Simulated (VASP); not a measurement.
Run report: MoS₂, geometry relaxation (part 4 of 5)

Continued. System: MoS₂ (slab, 9 atoms in the cell). Method: Kohn-Sham DFT of a periodic cell, PBE with D3(BJ), VASP PAW PBE potentials, recommended, no spin polarisation (VASP 6.6.1); cutoff 600 eV, 12×12×1 k-mesh, Gaussian smearing of 0.03 eV. The structure derives from an entry of the Crystallography Open Database.

Geometry of the input (Å; fractional positions):
```
3.1690  0.0000  0.0000
-1.5845  2.7444  0.0000
0.0000  0.0000  33.4543
S  0.3333  0.6667  0.2690
S  0.3333  0.6667  0.3626
S  0.6667  0.3333  0.4532
S  0.6667  0.3333  0.5468
S  0.3333  0.6667  0.6374
S  0.3333  0.6667  0.7310
Mo 0.6667  0.3333  0.3158
Mo 0.3333  0.6667  0.5000
Mo 0.6667  0.3333  0.6842
```

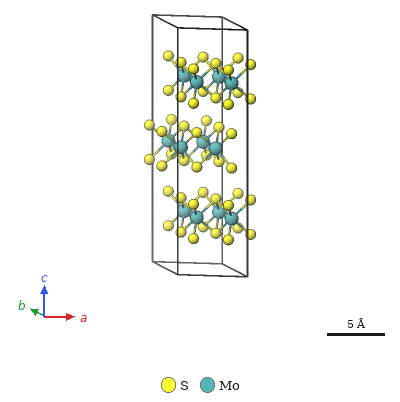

The geometry at step 7 of the log (ball-and-stick view of the 2 × 2 repeat of the cell, with the vacuum cut short, seen slightly off an axis; bonded neighbours outside the cell are drawn too).

### Parts of OUTCAR, continued
```
 k-point     4 :       0.2500    0.0000    0.0000
  band No.  band energies     occupation
      1     -59.5923      2.00000
      2     -59.5900      2.00000
      3     -59.5900      2.00000
      4     -33.7464      2.00000
      5     -33.7420      2.00000
      6     -33.7420      2.00000
      7     -33.7356      2.00000
      8     -33.7330      2.00000
      9     -33.7330      2.00000
     10     -33.5852      2.00000
     11     -33.5811      2.00000
     12     -33.5811      2.00000
     13     -12.2532      2.00000
     14     -12.1385      2.00000
     15     -12.0277      2.00000
     16     -11.4603      2.00000
     17     -11.3001      2.00000
     18     -11.1820      2.00000
     19      -4.2451      2.00000
     20      -3.9394      2.00000
     21      -3.6148      2.00000
     22      -2.8094      2.00000
     23      -2.7887      2.00000
     24      -2.5622      2.00000
     25      -2.5495      2.00000
     26      -2.2730      2.00000
     27      -2.1871      2.00000
     28      -1.2968      2.00000
     29      -1.2548      2.00000
     30      -1.2310      2.00000
     31      -0.5529      2.00000
     32      -0.5109      2.00000
     33      -0.4917      2.00000
     34      -0.3927      2.00000
     35      -0.1845      2.00000
     36       0.1088      2.00000
     37       0.3915      2.00000
     38       0.4714      2.00000
     39       0.4888      2.00000
     40       3.1805      0.00000
     41       3.4267      0.00000
     42       3.5237      0.00000
     43       3.6197      0.00000
     44       3.7083      0.00000
     45       3.7473      0.00000
     46       4.0763      0.00000

 k-point     5 :       0.3333    0.0000    0.0000
  band No.  band energies     occupation
      1     -59.5815      2.00000
      2     -59.5792      2.00000
      3     -59.5792      2.00000
      4     -33.8484      2.00000
      5     -33.8439      2.00000
      6     -33.8439      2.00000
      7     -33.7146      2.00000
      8     -33.7121      2.00000
      9     -33.7121      2.00000
     10     -33.6089      2.00000
     11     -33.6048      2.00000
     12     -33.6048      2.00000
     13     -11.7284      2.00000
     14     -11.6312      2.00000
     15     -11.5330      2.00000
     16     -11.2136      2.00000
     17     -11.0917      2.00000
     18     -11.0100      2.00000
     19      -4.3258      2.00000
     20      -4.1435      2.00000
     21      -3.9781      2.00000
     22      -3.3321      2.00000
     23      -3.2316      2.00000
     24      -2.9952      2.00000
     25      -2.8716      2.00000
     26      -2.6158      2.00000
     27      -2.4383      2.00000
     28      -1.6734      2.00000
     29      -1.6286      2.00000
     30      -1.6030      2.00000
     31      -0.6967      2.00000
     32      -0.5222      2.00000
     33      -0.2945      2.00000
     34      -0.1508      2.00000
     35      -0.0856      2.00000
     36      -0.0448      2.00000
     37       0.1024      2.00000
     38       0.2316      2.00000
     39       0.3050      2.00000
     40       3.3627      0.00000
     41       3.4255      0.00000
     42       3.4970      0.00000
     43       3.5618      0.00000
     44       3.5912      0.00000
     45       3.8810      0.00000
     46       4.4846      0.00000

 [... the levels of 13 k-points are left out ...]

 k-point    19 :       0.3333    0.3333    0.0000
  band No.  band energies     occupation
      1     -59.5654      2.00000
      2     -59.5631      2.00000
      3     -59.5631      2.00000
      4     -33.8472      2.00000
      5     -33.8425      2.00000
      6     -33.8425      2.00000
      7     -33.8007      2.00000
      8     -33.7964      2.00000
      9     -33.7964      2.00000
     10     -33.6830      2.00000
     11     -33.6806      2.00000
     12     -33.6806      2.00000
     13     -10.7491      2.00000
     14     -10.7342      2.00000
     15     -10.7341      2.00000
     16     -10.7290      2.00000
     17     -10.6911      2.00000
     18     -10.6911      2.00000
     19      -4.3875      2.00000
     20      -4.3055      2.00000
     21      -4.2411      2.00000
     22      -3.5673      2.00000
     23      -3.5236      2.00000
     24      -3.4963      2.00000
     25      -3.0538      2.00000
     26      -2.9253      2.00000
     27      -2.8279      2.00000
     28      -2.5378      2.00000
     29      -2.4992      2.00000
     30      -2.3477      2.00000
     31      -1.8786      2.00000
     32      -1.7633      2.00000
     33      -1.6126      2.00000
     34      -1.0306      2.00000
     35      -0.9164      2.00000
     36      -0.8956      2.00000
     37       1.1285      2.00000
     38       1.2025      2.00000
     39       1.2695      2.00000
     40       2.9965      0.00000
     41       3.0063      0.00000
     42       3.0073      0.00000
     43       3.8019      0.00000
     44       4.2077      0.00000
     45       4.6330      0.00000
     46       4.7904      0.00000

------------------------ aborting loop because EDIFF is reached ----------------------------------------

 Edisp (eV)   -3.56116

 E8    (eV) :    -1.4693

  FORCE on cell =-STRESS in cart. coord.  units (eV):
  Direction    XX          YY          ZZ          XY          YZ          ZX
  --------------------------------------------------------------------------------------
  -------------------------------------------------------------------------------------
  Total      -0.02347    -0.02347    -0.09217    -0.00000    -0.00000    -0.00000
  in kB      -0.13078    -0.13078    -0.51356    -0.00000    -0.00000    -0.00000
  external pressure =       -0.26 kB  Pullay stress =        0.00 kB

 VOLUME and BASIS-vectors are now :
 -----------------------------------------------------------------------------
  energy-cutoff  :      600.00
  volume of cell :      287.54
      direct lattice vectors                 reciprocal lattice vectors
     3.150359900  0.000000000  0.000000000     0.317424051  0.183264861  0.000000000
    -1.575179950  2.728291700  0.000000000    -0.000000000  0.366529723  0.000000000
     0.000000000  0.000000000 33.454296000     0.000000000  0.000000000  0.029891527

 POSITION                                       TOTAL-FORCE (eV/Angst)
 -----------------------------------------------------------------------------------
     -0.00000      1.81886      9.09876        -0.000000      0.000000      0.000143
     -0.00000      1.81886     12.23179         0.000000      0.000000      0.003312
      1.57518      0.90943     15.16216        -0.000000      0.000000     -0.002223
      1.57518      0.90943     18.29213        -0.000000      0.000000      0.002223
     -0.00000      1.81886     21.22251         0.000000      0.000000     -0.003312
     -0.00000      1.81886     24.35554        -0.000000      0.000000     -0.000143
      1.57518      0.90943     10.66610         0.000000     -0.000000     -0.000888
     -0.00000      1.81886     16.72715        -0.000000      0.000000      0.000000
      1.57518      0.90943     22.78820         0.000000     -0.000000      0.000888
 -----------------------------------------------------------------------------------
    total drift:                               -0.000013      0.000008      0.000000

  FREE ENERGIE OF THE ION-ELECTRON SYSTEM (eV)
  ---------------------------------------------------
  free  energy   TOTEN  =       -68.9595852047 eV

  energy  without entropy=      -68.9595852047  energy(sigma->0) =      -68.95958520

 reached required accuracy - stopping structural energy minimisation
```

### CONTCAR
```
MoS2
   1.00000000000000
     3.1503598999259386    0.0000000000000001    0.0000000000000000
    -1.5751799499629693    2.7282916998881652    0.0000000000000000
     0.0000000000000000    0.0000000000000000   33.4542959999999994
  S               Mo
     6     3
Direct
     0.3333333300000021    0.6666666699999979    0.2719756864358074
     0.3333333300000021    0.6666666699999979    0.3656268187180998
     0.6666666699999979    0.3333333300000021    0.4532201983573202
     0.6666666699999979    0.3333333300000021    0.5467798016426800
     0.3333333300000021    0.6666666699999979    0.6343731812819001
     0.3333333300000021    0.6666666699999979    0.7280243135641924
     0.6666666699999979    0.3333333300000021    0.3188259796683438
     0.3333333300000021    0.6666666699999979    0.5000000000000000
     0.6666666699999979    0.3333333300000021    0.6811740203316561

  0.00000000E+00  0.00000000E+00  0.00000000E+00
  0.00000000E+00  0.00000000E+00  0.00000000E+00
  0.00000000E+00  0.00000000E+00  0.00000000E+00
  0.00000000E+00  0.00000000E+00  0.00000000E+00
  0.00000000E+00  0.00000000E+00  0.00000000E+00
  0.00000000E+00  0.00000000E+00  0.00000000E+00
  0.00000000E+00  0.00000000E+00  0.00000000E+00
  0.00000000E+00  0.00000000E+00  0.00000000E+00
  0.00000000E+00  0.00000000E+00  0.00000000E+00
```

### Trajectory as extended XYZ (Å, eV, eV/Å), 27 frames, from step=0 to step=26
```
9
Lattice="3.1690 0.0000 0.0000 -1.5845 2.7444 0.0000 0.0000 0.0000 33.4543" Properties=species:S:1:pos:R:3:forces:R:3 step=0 energy=-68.94238
S     0.0000    1.8296    9.0000    0.0000   0.0000   0.0777
S     0.0000    1.8296   12.1303    0.0000   0.0000  -0.0608
S     1.5845    0.9148   15.1620    0.0000   0.0000   0.0765
S     1.5845    0.9148   18.2923    0.0000   0.0000  -0.0765
S     0.0000    1.8296   21.3240    0.0000   0.0000   0.0608
S     0.0000    1.8296   24.4543    0.0000   0.0000  -0.0777
Mo    1.5845    0.9148   10.5651    0.0000   0.0000   0.0332
Mo    0.0000    1.8296   16.7271    0.0000   0.0000   0.0000
Mo    1.5845    0.9148   22.8891    0.0000   0.0000  -0.0332
9
Lattice="3.1357 -0.0000 0.0000 -1.5679 2.7156 0.0000 0.0000 0.0000 33.4543" Properties=species:S:1:pos:R:3:forces:R:3 step=1 energy=-68.94277
S     0.0000    1.8104    9.0037    0.0000   0.0000  -0.1827
S     0.0000    1.8104   12.1274    0.0000   0.0000   0.2377
S     1.5679    0.9052   15.1657    0.0000   0.0000  -0.2096
S     1.5679    0.9052   18.2886    0.0000   0.0000   0.2096
S     0.0000    1.8104   21.3269    0.0000   0.0000  -0.2377
S     0.0000    1.8104   24.4505    0.0000   0.0000   0.1827
Mo    1.5679    0.9052   10.5667    0.0000   0.0000  -0.0031
Mo    0.0000    1.8104   16.7271    0.0000   0.0000   0.0000
Mo    1.5679    0.9052   22.8875    0.0000   0.0000   0.0031
9
Lattice="3.1521 -0.0000 0.0000 -1.5761 2.7298 0.0000 0.0000 0.0000 33.4543" Properties=species:S:1:pos:R:3:forces:R:3 step=2 energy=-68.95331
S     0.0000    1.8199    9.0019    0.0000   0.0000  -0.0524
S     0.0000    1.8199   12.1288    0.0000   0.0000   0.0880
S     1.5761    0.9099   15.1639    0.0000   0.0000  -0.0663
S     1.5761    0.9099   18.2904    0.0000   0.0000   0.0663
S     0.0000    1.8199   21.3255    0.0000   0.0000  -0.0880
S     0.0000    1.8199   24.4524    0.0000   0.0000   0.0524
Mo    1.5761    0.9099   10.5660    0.0000   0.0000   0.0152
Mo    0.0000    1.8199   16.7271    0.0000   0.0000   0.0000
Mo    1.5761    0.9099   22.8883    0.0000   0.0000  -0.0152
9
Lattice="3.1501 -0.0000 0.0000 -1.5751 2.7281 0.0000 0.0000 0.0000 33.4543" Properties=species:S:1:pos:R:3:forces:R:3 step=3 energy=-68.95425
S     0.0000    1.8187    8.9998    0.0000   0.0000  -0.0100
S     0.0000    1.8187   12.1325    0.0000   0.0000   0.0418
S     1.5751    0.9094   15.1611    0.0000   0.0000  -0.0245
S     1.5751    0.9094   18.2932    0.0000   0.0000   0.0245
S     0.0000    1.8187   21.3218    0.0000   0.0000  -0.0418
S     0.0000    1.8187   24.4545    0.0000   0.0000   0.0100
Mo    1.5751    0.9094   10.5667    0.0000   0.0000   0.0167
Mo    0.0000    1.8187   16.7271    0.0000   0.0000   0.0000
Mo    1.5751    0.9094   22.8876    0.0000   0.0000  -0.0167
9
Lattice="3.1487 -0.0000 0.0000 -1.5743 2.7268 0.0000 0.0000 0.0000 33.4543" Properties=species:S:1:pos:R:3:forces:R:3 step=4 energy=-68.95442
S     0.0000    1.8179    8.9982    0.0000   0.0000   0.0197
S     0.0000    1.8179   12.1352    0.0000   0.0000   0.0091
S     1.5743    0.9089   15.1591    0.0000   0.0000   0.0051
S     1.5743    0.9089   18.2952    0.0000   0.0000  -0.0051
S     0.0000    1.8179   21.3191    0.0000   0.0000  -0.0091
S     0.0000    1.8179   24.4561    0.0000   0.0000  -0.0197
Mo    1.5743    0.9089   10.5672    0.0000   0.0000   0.0179
Mo    0.0000    1.8179   16.7271    0.0000   0.0000   0.0000
Mo    1.5743    0.9089   22.8871    0.0000   0.0000  -0.0179
9
Lattice="3.1487 -0.0000 0.0000 -1.5744 2.7269 0.0000 0.0000 0.0000 33.4543" Properties=species:S:1:pos:R:3:forces:R:3 step=5 energy=-68.95442
S     0.0000    1.8179    8.9983    0.0000   0.0000   0.0177
S     0.0000    1.8179   12.1350    0.0000   0.0000   0.0115
S     1.5744    0.9090   15.1593    0.0000   0.0000   0.0029
S     1.5744    0.9090   18.2950    0.0000   0.0000  -0.0029
S     0.0000    1.8179   21.3193    0.0000   0.0000  -0.0115
S     0.0000    1.8179   24.4560    0.0000   0.0000  -0.0177
Mo    1.5744    0.9090   10.5672    0.0000   0.0000   0.0179
Mo    0.0000    1.8179   16.7271    0.0000   0.0000   0.0000
Mo    1.5744    0.9090   22.8871    0.0000   0.0000  -0.0179
9
Lattice="3.1489 -0.0000 0.0000 -1.5744 2.7270 0.0000 0.0000 0.0000 33.4543" Properties=species:S:1:pos:R:3:forces:R:3 step=6 energy=-68.95442
S     0.0000    1.8180    8.9984    0.0000   0.0000   0.0154
S     0.0000    1.8180   12.1348    0.0000   0.0000   0.0139
S     1.5744    0.9090   15.1594    0.0000   0.0000   0.0006
S     1.5744    0.9090   18.2949    0.0000   0.0000  -0.0006
S     0.0000    1.8180   21.3195    0.0000   0.0000  -0.0139
S     0.0000    1.8180   24.4559    0.0000   0.0000  -0.0154
Mo    1.5744    0.9090   10.5671    0.0000   0.0000   0.0177
Mo    0.0000    1.8180   16.7271    0.0000   0.0000   0.0000
Mo    1.5744    0.9090   22.8872    0.0000   0.0000  -0.0177
9
Lattice="3.1494 -0.0000 0.0000 -1.5747 2.7274 0.0000 0.0000 0.0000 33.4543" Properties=species:S:1:pos:R:3:forces:R:3 step=7 energy=-68.95449
S     0.0000    1.8183    8.9991    0.0000   0.0000   0.0225
S     0.0000    1.8183   12.1356    0.0000   0.0000   0.0111
S     1.5747    0.9091   15.1594    0.0000   0.0000   0.0057
S     1.5747    0.9091   18.2949    0.0000   0.0000  -0.0057
S     0.0000    1.8183   21.3187    0.0000   0.0000  -0.0111
S     0.0000    1.8183   24.4552    0.0000   0.0000  -0.0225
Mo    1.5747    0.9091   10.5680    0.0000   0.0000   0.0133
Mo    0.0000    1.8183   16.7271    0.0000   0.0000   0.0000
Mo    1.5747    0.9091   22.8863    0.0000   0.0000  -0.0133
9
Lattice="3.1504 -0.0000 0.0000 -1.5752 2.7283 0.0000 0.0000 0.0000 33.4543" Properties=species:S:1:pos:R:3:forces:R:3 step=8 energy=-68.95455
S     0.0000    1.8189    9.0004    0.0000   0.0000   0.0352
S     0.0000    1.8189   12.1372    0.0000   0.0000   0.0065
S     1.5752    0.9094   15.1592    0.0000   0.0000   0.0147
S     1.5752    0.9094   18.2951    0.0000   0.0000  -0.0147
S     0.0000    1.8189   21.3171    0.0000   0.0000  -0.0065
S     0.0000    1.8189   24.4539    0.0000   0.0000  -0.0352
Mo    1.5752    0.9094   10.5697    0.0000   0.0000   0.0043
Mo    0.0000    1.8189   16.7271    0.0000   0.0000   0.0000
Mo    1.5752    0.9094   22.8846    0.0000   0.0000  -0.0043
9
Lattice="3.1503 -0.0000 0.0000 -1.5752 2.7283 0.0000 0.0000 0.0000 33.4543" Properties=species:S:1:pos:R:3:forces:R:3 step=9 energy=-68.95457
S     0.0000    1.8189    9.0007    0.0000   0.0000   0.0349
S     0.0000    1.8189   12.1374    0.0000   0.0000   0.0068
S     1.5752    0.9094   15.1593    0.0000   0.0000   0.0143
S     1.5752    0.9094   18.2950    0.0000   0.0000  -0.0143
S     0.0000    1.8189   21.3169    0.0000   0.0000  -0.0068
S     0.0000    1.8189   24.4536    0.0000   0.0000  -0.0349
Mo    1.5752    0.9094   10.5699    0.0000   0.0000   0.0056
Mo    0.0000    1.8189   16.7271    0.0000   0.0000   0.0000
Mo    1.5752    0.9094   22.8844    0.0000   0.0000  -0.0056
9
Lattice="3.1503 -0.0000 0.0000 -1.5752 2.7283 0.0000 0.0000 0.0000 33.4543" Properties=species:S:1:pos:R:3:forces:R:3 step=10 energy=-68.95464
S     0.0000    1.8188    9.0014    0.0000   0.0000   0.0330
S     0.0000    1.8188   12.1380    0.0000   0.0000   0.0075
S     1.5752    0.9094   15.1593    0.0000   0.0000   0.0132
S     1.5752    0.9094   18.2950    0.0000   0.0000  -0.0132
S     0.0000    1.8188   21.3163    0.0000   0.0000  -0.0075
S     0.0000    1.8188   24.4529    0.0000   0.0000  -0.0330
Mo    1.5752    0.9094   10.5706    0.0000   0.0000   0.0051
Mo    0.0000    1.8188   16.7271    0.0000   0.0000   0.0000
Mo    1.5752    0.9094   22.8837    0.0000   0.0000  -0.0051
9
Lattice="3.1502 -0.0000 0.0000 -1.5751 2.7282 0.0000 0.0000 0.0000 33.4543" Properties=species:S:1:pos:R:3:forces:R:3 step=11 energy=-68.95477
S     0.0000    1.8188    9.0028    0.0000   0.0000   0.0303
S     0.0000    1.8188   12.1391    0.0000   0.0000   0.0096
S     1.5751    0.9094   15.1594    0.0000   0.0000   0.0110
S     1.5751    0.9094   18.2949    0.0000   0.0000  -0.0110
S     0.0000    1.8188   21.3152    0.0000   0.0000  -0.0096
S     0.0000    1.8188   24.4515    0.0000   0.0000  -0.0303
Mo    1.5751    0.9094   10.5718    0.0000   0.0000   0.0044
Mo    0.0000    1.8188   16.7271    0.0000   0.0000   0.0000
Mo    1.5751    0.9094   22.8825    0.0000   0.0000  -0.0044
9
Lattice="3.1501 -0.0000 0.0000 -1.5751 2.7281 0.0000 0.0000 0.0000 33.4543" Properties=species:S:1:pos:R:3:forces:R:3 step=12 energy=-68.95502
S     0.0000    1.8187    9.0056    0.0000   0.0000   0.0243
S     0.0000    1.8187   12.1415    0.0000   0.0000   0.0133
S     1.5751    0.9094   15.1597    0.0000   0.0000   0.0063
S     1.5751    0.9094   18.2946    0.0000   0.0000  -0.0063
S     0.0000    1.8187   21.3128    0.0000   0.0000  -0.0133
S     0.0000    1.8187   24.4487    0.0000   0.0000  -0.0243
Mo    1.5751    0.9094   10.5744    0.0000   0.0000   0.0059
Mo    0.0000    1.8187   16.7271    0.0000   0.0000   0.0000
Mo    1.5751    0.9094   22.8799    0.0000   0.0000  -0.0059
9
Lattice="3.1499 -0.0000 0.0000 -1.5749 2.7279 0.0000 0.0000 0.0000 33.4543" Properties=species:S:1:pos:R:3:forces:R:3 step=13 energy=-68.95549
S     0.0000    1.8186    9.0112    0.0000   0.0000   0.0121
S     0.0000    1.8186   12.1462    0.0000   0.0000   0.0206
S     1.5749    0.9093   15.1602    0.0000   0.0000  -0.0033
S     1.5749    0.9093   18.2941    0.0000   0.0000   0.0033
S     0.0000    1.8186   21.3081    0.0000   0.0000  -0.0206
S     0.0000    1.8186   24.4431    0.0000   0.0000  -0.0121
Mo    1.5749    0.9093   10.5794    0.0000   0.0000   0.0096
Mo    0.0000    1.8186   16.7271    0.0000   0.0000   0.0000
Mo    1.5749    0.9093   22.8749    0.0000   0.0000  -0.0096
9
Lattice="3.1493 0.0000 0.0000 -1.5747 2.7274 0.0000 0.0000 0.0000 33.4543" Properties=species:S:1:pos:R:3:forces:R:3 step=14 energy=-68.95626
S     0.0000    1.8183    9.0225    0.0000   0.0000  -0.0121
S     0.0000    1.8183   12.1555    0.0000   0.0000   0.0353
S     1.5747    0.9091   15.1611    0.0000   0.0000  -0.0216
S     1.5747    0.9091   18.2931    0.0000   0.0000   0.0216
S     0.0000    1.8183   21.2987    0.0000   0.0000  -0.0353
S     0.0000    1.8183   24.4318    0.0000   0.0000   0.0121
Mo    1.5747    0.9091   10.5895    0.0000   0.0000   0.0153
Mo    0.0000    1.8183   16.7271    0.0000   0.0000   0.0000
Mo    1.5747    0.9091   22.8648    0.0000   0.0000  -0.0153
```
